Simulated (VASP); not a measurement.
# Black phosphorene and its bilayer, part 3 of 8

What are the lattice, gap and band positions of black phosphorene, and what does a second sheet change?

VASP 6.6.1; PBE with D3(BJ); plane waves and PAW (P).

So far, least gap on mesh and path (eV): step 4 (vacuum level and density of states) 0.743.

**5. The slab in a field, field -0.1**

A field across the slab, with the atoms held, gives the electronic response: the dipole changes linearly with the field, and the energy has a linear term from the slab's own dipole and a quadratic one from its polarisability.

File INCAR:

```
SYSTEM = P
PREC = Normal
ENCUT = 350
EDIFF = 1E-06
NELM = 120
ISMEAR = 0
SIGMA = 0.03
LREAL = .FALSE.
ALGO = Fast
GGA = PE
IVDW = 12
NBANDS = 16
LORBIT = 11
LWAVE = .FALSE.
LCHARG = .FALSE.
KPAR = 4
IDIPOL = 3
LDIPOL = .TRUE.
DIPOL = 0.5 0.5 0.5
EFIELD = -0.1
```

File POSCAR:

```
P
1.0
    4.4348820646      0.0000000000      0.0000000000
    0.0000000000      3.2914999311      0.0000000000
    0.0000000000      0.0000000000     22.0000000000
P
4
Direct
    0.0826895819      0.0000000000      0.4518833794
    0.4173104181      0.5000000000      0.4518833794
    0.5826895819      0.5000000000      0.5481166206
    0.9173104181      0.0000000000      0.5481166206
```

File KPOINTS:

```
Automatic mesh
0
Gamma
7 9 1
0 0 0
```

PAW data sets: P (PBE family, release 64).

Launch:

```console
$ mpirun -np 4 vasp_std
```

The log of the run:

```text
[... set-up lines as in an earlier step ...]
 entering main loop
       N       E                     dE             d eps       ncg     rms          rms(c)
DAV:   1     0.115907796169E+03    0.11591E+03   -0.54455E+03   648   0.648E+02
DAV:   2    -0.861587475770E+01   -0.12452E+03   -0.11910E+03  1032   0.144E+02
DAV:   3    -0.214027849696E+02   -0.12787E+02   -0.12733E+02   888   0.558E+01
DAV:   4    -0.216576748469E+02   -0.25489E+00   -0.25428E+00   968   0.987E+00
DAV:   5    -0.216651368058E+02   -0.74620E-02   -0.74609E-02   960   0.145E+00    0.104E+01
RMM:   6    -0.215025840201E+02    0.16255E+00   -0.10026E-01   710   0.146E+00    0.623E+00
RMM:   7    -0.214298744604E+02    0.72710E-01   -0.20113E-01   718   0.218E+00    0.290E-01
RMM:   8    -0.214298997806E+02   -0.25320E-04   -0.17639E-02   805   0.865E-01    0.216E-01
RMM:   9    -0.214288475064E+02    0.10523E-02   -0.38198E-03   795   0.403E-01    0.541E-02
RMM:  10    -0.214288596677E+02   -0.12161E-04   -0.11673E-03   928   0.196E-01    0.748E-02
RMM:  11    -0.214289747338E+02   -0.11507E-03   -0.35746E-04   779   0.878E-02    0.820E-02
RMM:  12    -0.214291074861E+02   -0.13275E-03   -0.20460E-04   815   0.620E-02    0.391E-02
RMM:  13    -0.214296169417E+02   -0.50946E-03   -0.12136E-04   795   0.489E-02    0.167E-02
RMM:  14    -0.214297144277E+02   -0.97486E-04   -0.26814E-05   792   0.247E-02    0.147E-02
RMM:  15    -0.214299011921E+02   -0.18676E-03   -0.10887E-05   698   0.151E-02    0.930E-03
RMM:  16    -0.214299216229E+02   -0.20431E-04   -0.36651E-06   630   0.816E-03    0.917E-03
RMM:  17    -0.214299583018E+02   -0.36679E-04   -0.22181E-06   627   0.607E-03    0.142E-03
RMM:  18    -0.214299624572E+02   -0.41554E-05   -0.40019E-07   524   0.298E-03    0.848E-04
RMM:  19    -0.214299654725E+02   -0.30154E-05   -0.17435E-07   408   0.210E-03    0.253E-04
RMM:  20    -0.214299660388E+02   -0.56630E-06   -0.50197E-08   293   0.152E-03
   1 F= -.22423170E+02 E0= -.22423170E+02  d E =-.204089E-19
```

Run time: 7 s. Hardware: 4 MPI ranks of Intel Xeon 6975P-C (Granite Rapids), shared host; peak memory 0.78 GiB.

OUTCAR, selected parts (step 5):

```text
   NELECT =      20.0000    total number of electrons

 dipolmoment           0.000000      0.000000     -0.036909 electrons x Angstroem

 E-fermi :  -2.1274

 k-point     1 :       0.0000    0.0000    0.0000
  band No.  band energies     occupation
    ...
      6      -6.8430      2.00000
      7      -5.7898      2.00000
      8      -4.1869      2.00000
      9      -4.0820      2.00000
     10      -2.3101      2.00000
     11      -1.5657      0.00000
     12      -0.7459      0.00000
     13       0.4266      0.00000
     14       1.1506      0.00000
     15       1.8552      0.00000
    ...

 Edisp (eV)   -0.99320

  Total       0.01917     0.03832     0.02081     0.00000     0.00000     0.00000
  in kB       0.09562     0.19118     0.10382     0.00000     0.00000     0.00000
  external pressure =        0.13 kB  Pullay stress =        0.00 kB

 POSITION                                       TOTAL-FORCE (eV/Angst)
 -----------------------------------------------------------------------------------
      0.36672      0.00000      9.94143         0.003147      0.000000     -0.014528
      1.85072      1.64575      9.94143        -0.003147      0.000000     -0.014528
      2.58416      1.64575     12.05857         0.000328      0.000000      0.014528
      4.06816      0.00000     12.05857        -0.000328      0.000000      0.014528
 -----------------------------------------------------------------------------------
    total drift:                                0.000000     -0.000000     -0.000082

  FREE ENERGIE OF THE ION-ELECTRON SYSTEM (eV)
  ---------------------------------------------------
  free  energy   TOTEN  =       -22.4231698033 eV

  energy  without entropy=      -22.4231698033  energy(sigma->0) =      -22.42316980

 vacuum level on the upper side and lower side of the slab         3.322         1.672

[... 9 parts as in an earlier step ...]

[... 8 further parts left out ...]
```

This step gave:

* Fermi energy: -2.127 eV
* dipole moment: 0, 0, -0.03691 e·Å
* gap on the k-mesh: 0.7444 eV
* least direct gap on the k-mesh: 0.7444 eV

VASP counts the dipole in electrons times Å, so a positive number points the physical dipole along −c. A positive EFIELD is likewise a physical field along −c.

Energy at zero smearing: -22.42317 eV.

**6. The slab in a field, field 0.1**

Edit INCAR of step 5 so:

```diff
@@ -19,2 +19,2 @@
 DIPOL = 0.5 0.5 0.5
-EFIELD = -0.1
+EFIELD = 0.1
```

POSCAR is that of step 5.

KPOINTS is that of step 5.

Launch:

```console
$ mpirun -np 4 vasp_std
```

The log of the run:

```text
[... set-up lines as in an earlier step ...]
 entering main loop
       N       E                     dE             d eps       ncg     rms          rms(c)
DAV:   1     0.115646811118E+03    0.11565E+03   -0.54474E+03   648   0.648E+02
DAV:   2    -0.815691123820E+01   -0.12380E+03   -0.11821E+03   992   0.144E+02
DAV:   3    -0.213882558321E+02   -0.13231E+02   -0.13093E+02   896   0.561E+01
DAV:   4    -0.216573088772E+02   -0.26905E+00   -0.26848E+00   944   0.100E+01
[...]
RMM:  18    -0.214299625830E+02   -0.41882E-05   -0.39832E-07   525   0.296E-03    0.591E-04
RMM:  19    -0.214299653943E+02   -0.28113E-05   -0.16647E-07   398   0.203E-03    0.226E-04
RMM:  20    -0.214299660541E+02   -0.65986E-06   -0.51995E-08   295   0.152E-03
   1 F= -.22423170E+02 E0= -.22423170E+02  d E =-.205337E-19
```

The job ended after 8.4 s (4 MPI ranks; peak memory 0.78 GiB; 28 s of CPU time).

From OUTCAR (step 6):

```text
 Edisp (eV)   -0.99320

  Total       0.01917     0.03833     0.02088     0.00000     0.00000     0.00000
  in kB       0.09563     0.19124     0.10415     0.00000     0.00000     0.00000
  external pressure =        0.13 kB  Pullay stress =        0.00 kB

 POSITION                                       TOTAL-FORCE (eV/Angst)
 -----------------------------------------------------------------------------------
      0.36672      0.00000      9.94143         0.000334      0.000000     -0.014523
      1.85072      1.64575      9.94143        -0.000334      0.000000     -0.014523
      2.58416      1.64575     12.05857         0.003152      0.000000      0.014523
      4.06816      0.00000     12.05857        -0.003152      0.000000      0.014523
 -----------------------------------------------------------------------------------
    total drift:                                0.000000     -0.000000      0.000089

  FREE ENERGIE OF THE ION-ELECTRON SYSTEM (eV)
  ---------------------------------------------------
  free  energy   TOTEN  =       -22.4231698186 eV

  energy  without entropy=      -22.4231698186  energy(sigma->0) =      -22.42316982

[... 2 parts as in an earlier step ...]

[... 1 further part left out ...]
[key lines of the parts left out:]
E-fermi :  -2.1274
```

Numbers from this step:

* dipole moment: 0, 0, 0.03691 e·Å

Energy at zero smearing: -22.42317 eV.

**7. A rigid stacking, stacking same orientation, shift 0.00 0.00**

System of this step: bilayer of black phosphorene. The cell holds 8 atoms: 8 P. Cell: a = 4.435 Å, b = 3.291 Å, c = 24.334 Å, α = 90.0°, β = 90.0°, γ = 90.0°. upper sheet same orientation, shifted by (0.00, 0.00). Vacuum lies along c.

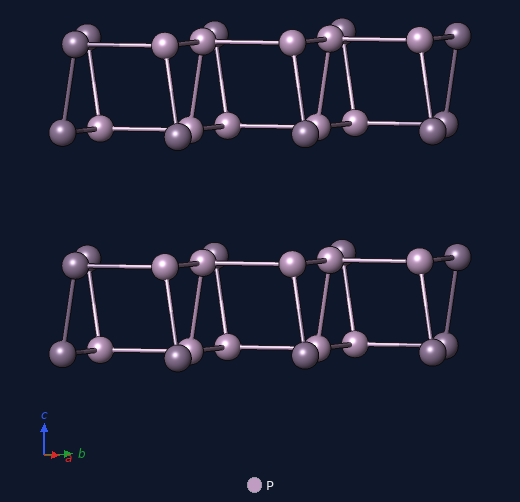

The cell of this step (phosphorus pink). 1×2×1 cells are drawn. Some periodic images of atoms are drawn too.

Two rigid sheets are set at a typed distance in several high-symmetry stackings, to find where to start. The upper sheet is shifted or turned in the plane and never flipped over.

Edit INCAR of step 6 so:

```diff
@@ -3,3 +3,3 @@
 ENCUT = 350
-EDIFF = 1E-06
+EDIFF = 1E-05
 NELM = 120
@@ -11,3 +11,3 @@
 IVDW = 12
-NBANDS = 16
+NBANDS = 28
 LORBIT = 11
@@ -19,2 +19 @@
 DIPOL = 0.5 0.5 0.5
-EFIELD = 0.1
```

File POSCAR:

```
P
1.0
    4.4348820646      0.0000000000      0.0000000000
    0.0000000000      3.2914999311      0.0000000000
    0.0000000000      0.0000000000     24.3342626128
P
8
Direct
    0.0826895800      0.0000000000      0.3493017300
    0.4173104200      0.5000000000      0.3493017300
    0.5826895800      0.5000000000      0.4363038000
    0.9173104200      0.0000000000      0.4363038000
    0.0826895800      0.0000000000      0.5636962000
    0.4173104200      0.5000000000      0.5636962000
    0.5826895800      0.5000000000      0.6506982700
    0.9173104200      0.0000000000      0.6506982700
```

KPOINTS is that of step 6.

Launch:

```console
$ mpirun -np 4 vasp_std
```

The log of the run:

```text
[banner, memory and clock lines left out]
running    4 mpi-ranks, on    1 nodes
 distrk:  each k-point on    1 cores,    4 groups
 distr:  one band on    1 cores,    1 groups

 POSCAR found type information on POSCAR P
 POSCAR found :  1 types and       8 ions
 LDA part: xc-table for (Slater+PW92), standard interpolation
 POSCAR, INCAR and KPOINTS ok, starting setup
 FFT: planning ... GRIDC
 FFT: planning ... GRID_SOFT
 FFT: planning ... GRID
 WAVECAR not read
 entering main loop
       N       E                     dE             d eps       ncg     rms          rms(c)
DAV:   1     0.219188940954E+03    0.21919E+03   -0.11856E+04  1120   0.803E+02
DAV:   2    -0.195363255898E+02   -0.23873E+03   -0.23246E+03  1592   0.185E+02
DAV:   3    -0.424085018380E+02   -0.22872E+02   -0.22642E+02  1324   0.620E+01
DAV:   4    -0.431170340478E+02   -0.70853E+00   -0.70517E+00  1720   0.126E+01
DAV:   5    -0.431332436467E+02   -0.16210E-01   -0.16195E-01  1656   0.172E+00    0.149E+01
RMM:   6    -0.428514738368E+02    0.28177E+00   -0.16541E-01  1178   0.159E+00    0.889E+00
RMM:   7    -0.427299931692E+02    0.12148E+00   -0.38623E-01  1233   0.247E+00    0.385E-01
RMM:   8    -0.427297276637E+02    0.26551E-03   -0.35892E-02  1341   0.994E-01    0.148E-01
RMM:   9    -0.427304385396E+02   -0.71088E-03   -0.84055E-03  1522   0.437E-01    0.142E-01
RMM:  10    -0.427306422472E+02   -0.20371E-03   -0.11902E-03  1472   0.167E-01    0.122E-01
RMM:  11    -0.427306955759E+02   -0.53329E-04   -0.59557E-04  1503   0.971E-02    0.313E-02
RMM:  12    -0.427308678169E+02   -0.17224E-03   -0.12609E-04  1334   0.460E-02    0.176E-02
RMM:  13    -0.427309970882E+02   -0.12927E-03   -0.28159E-05  1031   0.224E-02    0.118E-02
RMM:  14    -0.427311288437E+02   -0.13176E-03   -0.31190E-05  1055   0.179E-02    0.114E-02
RMM:  15    -0.427311597774E+02   -0.30934E-04   -0.73397E-06   863   0.101E-02    0.335E-03
RMM:  16    -0.427311701838E+02   -0.10406E-04   -0.70485E-06   878   0.791E-03    0.224E-03
RMM:  17    -0.427311935770E+02   -0.23393E-04   -0.13655E-06   567   0.513E-03    0.276E-03
RMM:  18    -0.427312113314E+02   -0.17754E-04   -0.85728E-07   462   0.416E-03    0.140E-03
RMM:  19    -0.427312260370E+02   -0.14706E-04   -0.12909E-06   491   0.428E-03    0.568E-04
RMM:  20    -0.427312285476E+02   -0.25106E-05   -0.23671E-07   300   0.343E-03
   1 F= -.45168812E+02 E0= -.45168812E+02  d E =-.978401E-08
```

Wall time 12 s (4 MPI ranks); peak memory 0.93 GiB.

OUTCAR, selected parts (step 7):

```text
   k-points           NKPTS =     20   k-points in BZ     NKDIM =     20   number of bands    NBANDS=     28

   ENCUT  =  350.0 eV  25.72 Ry    5.07 a.u.   6.77  5.02 37.12*2*pi/ulx,y,z

   NELECT =      40.0000    total number of electrons

 E-fermi :   0.3803

 k-point     1 :       0.0000    0.0000    0.0000
  band No.  band energies     occupation
    ...
     16      -2.1239      2.00000
     17      -1.9816      2.00000
     18      -1.8519      2.00000
     19      -0.8599      2.00000
     20       0.2632      2.00000
     21       0.4795      0.00000
     22       0.9872      0.00000
     23       1.1312      0.00000
     24       1.4482      0.00000
     25       2.3859      0.00000
    ...

 Edisp (eV)   -2.43758

  Total      -1.10520    -0.63604     2.41256     0.00000     0.00000     0.00000
  in kB      -4.98493    -2.86881    10.88163     0.00000     0.00000     0.00000
  external pressure =        1.01 kB  Pullay stress =        0.00 kB

 POSITION                                       TOTAL-FORCE (eV/Angst)
 -----------------------------------------------------------------------------------
      0.36672      0.00000      8.50000         0.060833     -0.000000     -0.178515
      1.85072      1.64575      8.50000        -0.060833     -0.000000     -0.178515
      2.58416      1.64575     10.61713        -0.145367     -0.000000      0.017388
      4.06816      0.00000     10.61713         0.145367     -0.000000      0.017388
      0.36672      0.00000     13.71713        -0.145367     -0.000000     -0.017388
      1.85072      1.64575     13.71713         0.145367      0.000000     -0.017388
      2.58416      1.64575     15.83426         0.060833      0.000000      0.178515
      4.06816      0.00000     15.83426        -0.060833     -0.000000      0.178515
 -----------------------------------------------------------------------------------
    total drift:                                0.000000     -0.000000      0.000000

  FREE ENERGIE OF THE ION-ELECTRON SYSTEM (eV)
  ---------------------------------------------------
  free  energy   TOTEN  =       -45.1688118919 eV

  energy  without entropy=      -45.1688118821  energy(sigma->0) =      -45.16881189

 vacuum level on the upper side and lower side of the slab         4.562         4.562

[... 4 parts as in an earlier step ...]

[... 12 further parts left out ...]
```

Numbers from this step:

* electrons: 40
* free energy (TOTEN): -45.17 eV
* Fermi energy: 0.3803 eV
* dipole moment: 0, 0, 0 e·Å
* gap on the k-mesh: 0.2014 eV
* least direct gap on the k-mesh: 0.2163 eV

Force by atom:

| atom | x (eV/Å) | y (eV/Å) | z (eV/Å) | size |
| --- | --- | --- | --- | --- |
| P1 | 0.061 | 0.000 | -0.179 | 0.189 |
| P2 | -0.061 | 0.000 | -0.179 | 0.189 |
| P3 | -0.145 | 0.000 | 0.017 | 0.146 |
| P4 | 0.145 | 0.000 | 0.017 | 0.146 |
| P5 | -0.145 | 0.000 | -0.017 | 0.146 |
| P6 | 0.145 | 0.000 | -0.017 | 0.146 |
| P7 | 0.061 | 0.000 | 0.179 | 0.189 |
| P8 | -0.061 | 0.000 | 0.179 | 0.189 |

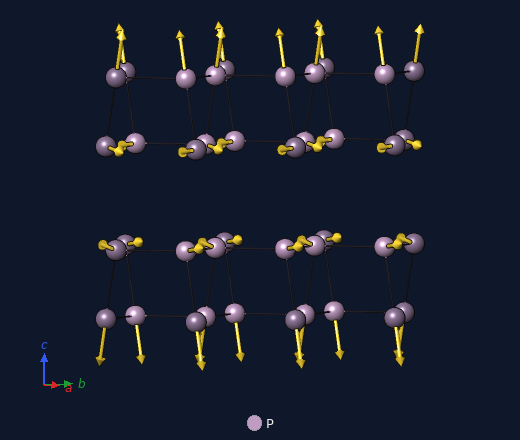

Force as arrows, the longest 0.189 eV/Å. 1×2×1 cells are drawn. Some periodic images of atoms are drawn too.

Energy at zero smearing: -45.16881 eV.

**8. A rigid stacking, stacking same orientation, shift 0.50 0.00**

INCAR is that of step 7.

File POSCAR:

```
P
1.0
    4.4348820646      0.0000000000      0.0000000000
    0.0000000000      3.2914999311      0.0000000000
    0.0000000000      0.0000000000     24.3342626128
P
8
Direct
    0.0826895800      0.0000000000      0.3493017300
    0.4173104200      0.5000000000      0.3493017300
    0.5826895800      0.5000000000      0.4363038000
    0.9173104200      0.0000000000      0.4363038000
    0.5826895800      0.0000000000      0.5636962000
    0.9173104200      0.5000000000      0.5636962000
    0.0826895800      0.5000000000      0.6506982700
    0.4173104200      0.0000000000      0.6506982700
```

KPOINTS is that of step 7.

Launch:

```console
$ mpirun -np 4 vasp_std
```

The log of the run:

```text
[... set-up lines as in an earlier step ...]
 entering main loop
       N       E                     dE             d eps       ncg     rms          rms(c)
DAV:   1     0.218455905131E+03    0.21846E+03   -0.11854E+04  1120   0.804E+02
DAV:   2    -0.194888699820E+02   -0.23794E+03   -0.23187E+03  1556   0.185E+02
DAV:   3    -0.424759021662E+02   -0.22987E+02   -0.22771E+02  1332   0.620E+01
DAV:   4    -0.431805640421E+02   -0.70466E+00   -0.70135E+00  1704   0.126E+01
[...]
RMM:  19    -0.427968637937E+02   -0.28716E-04   -0.21488E-05  1023   0.125E-02    0.436E-02
RMM:  20    -0.427968787889E+02   -0.14995E-04   -0.37193E-05  1078   0.173E-02    0.206E-02
RMM:  21    -0.427968842457E+02   -0.54568E-05   -0.19272E-06   616   0.631E-03
   1 F= -.45233287E+02 E0= -.45232874E+02  d E =-.826512E-03
```

Wall time 12 s (4 MPI ranks); peak memory 0.92 GiB.

From OUTCAR (step 8):

```text
 Edisp (eV)   -2.43640

  Total      -0.81787    -0.35744     0.76839     0.00000     0.00000    -0.00000
  in kB      -3.68894    -1.61219     3.46578     0.00000     0.00000    -0.00000
  external pressure =       -0.61 kB  Pullay stress =        0.00 kB

 POSITION                                       TOTAL-FORCE (eV/Angst)
 -----------------------------------------------------------------------------------
      0.36672      0.00000      8.50000         0.033684     -0.000000     -0.075529
      1.85072      1.64575      8.50000        -0.033684     -0.000000     -0.075529
      2.58416      1.64575     10.61713        -0.067463      0.000000      0.038956
      4.06816      0.00000     10.61713         0.067463      0.000000      0.038956
      2.58416      0.00000     13.71713        -0.067463      0.000000     -0.038956
      4.06816      1.64575     13.71713         0.067463     -0.000000     -0.038956
      0.36672      1.64575     15.83426         0.033684     -0.000000      0.075529
      1.85072      0.00000     15.83426        -0.033684     -0.000000      0.075529
 -----------------------------------------------------------------------------------
    total drift:                                0.000000      0.000000      0.000000

  FREE ENERGIE OF THE ION-ELECTRON SYSTEM (eV)
  ---------------------------------------------------
  free  energy   TOTEN  =       -45.2332868745 eV

  energy  without entropy=      -45.2324603624  energy(sigma->0) =      -45.23287362

[... 2 parts as in an earlier step ...]

[... 1 further part left out ...]
[key lines of the parts left out:]
E-fermi :   0.0464
```

The gap is under twice the smearing width, so the edge states are partly filled and the run can't tell a small gap from a semimetal.

Energy at zero smearing: -45.23287 eV.

(Continued in part 4 of 8.)

[Lines on the potential files, build, host, timing and source positions are cut from VASP's logs without a mark.]

[Logs are printed without paths, hosts, clocks, repeated set-up lines and the standing remarks that a program may print on its own settings, such as how far it seeks lower states.]

[Hosts, paths, dates, database ids (printed as entryN), source tags and the programs' standing remarks are cut or masked in the printed files.]

[Runs that stopped without an error message from VASP are left out.]
